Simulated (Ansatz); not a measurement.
System: BaZrO3.

The calculation's input:

```
crystal:
  lattice:
    - [4.207490957, 0.0, 0.0]
    - [0.0, 4.207490957, 0.0]
    - [0.0, 0.0, 4.207490957]
  atoms:
    - { symbol: Ba, position: [0.0, 0.0, 0.0] }
    - { symbol: Zr, position: [0.5, 0.5, 0.5] }
    - { symbol: O, position: [0.5, 0.0, 0.5] }
    - { symbol: O, position: [0.5, 0.5, 0.0] }
    - { symbol: O, position: [0.0, 0.5, 0.5] }
basis:
  ecutwfc: 420
kpoints:
  mp_grid: { grid: [6, 6, 6] }
hamiltonian:
  xc: pbesol
scf:
  occupations: { method: gaussian, width: 0.02 }
output:
  forces: true
  stress: true
  eigenvalues: true
  write_density: true
  write_potential: true
  elf: true
  volumetric_format: npy
relax:
  adjacent_minimum: "off"
  f_tol: 0.008
  max_steps: 50
  cell: { stress_tol: 0.08, p_target: -2.0 }
```

Launched as:

```sh
ansatz run input.yaml --threads 1 --pin off --max-ram 2560MiB --backend cpu --events-out ev --progress --plain --runs-dir out
```

Below, planes, directions and counts refer to the conventional cell (a = 4.20 Å, b = 4.20 Å, c = 4.20 Å, α = 90.00°, β = 90.00°, γ = 90.00°).

The fields are those of the relaxed geometry.

Space group Pm-3m; a structure from a database of computed crystals, not necessarily the ambient phase; computed pressure about −2 GPa in this cell.

Level of theory: Ansatz 0.2.0, DFT PBEsol, scalar-relativistic, plane waves, PAW.

> What will maps of the valence pseudo-density and electron localisation function show?

Zr–O (2.10 Å): ρ at the midpoint is about 0.67 e/Å³; the ELF peaks at about 0.85 in the valence shell of O, 0.6 Å from its nucleus, and drops to about 0.20 between the two atoms: no localised pair shows between them.
Ba–O (2.97 Å): ρ at the midpoint is about 0.15 e/Å³; the ELF is about 0.10 at the midpoint; a largely ionic contact.

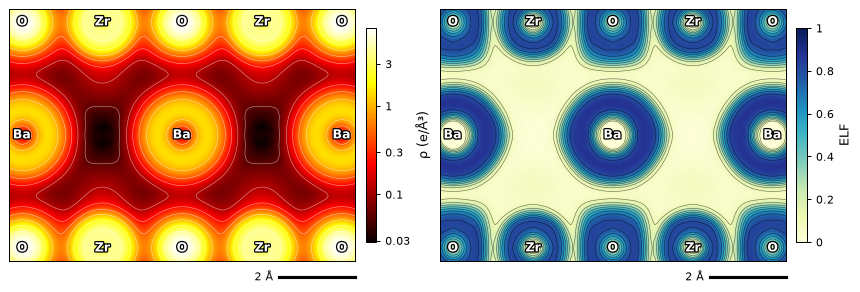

Computed valence pseudo-density and electron localisation function on the (11̄0) plane of the conventional cell, in this order. 
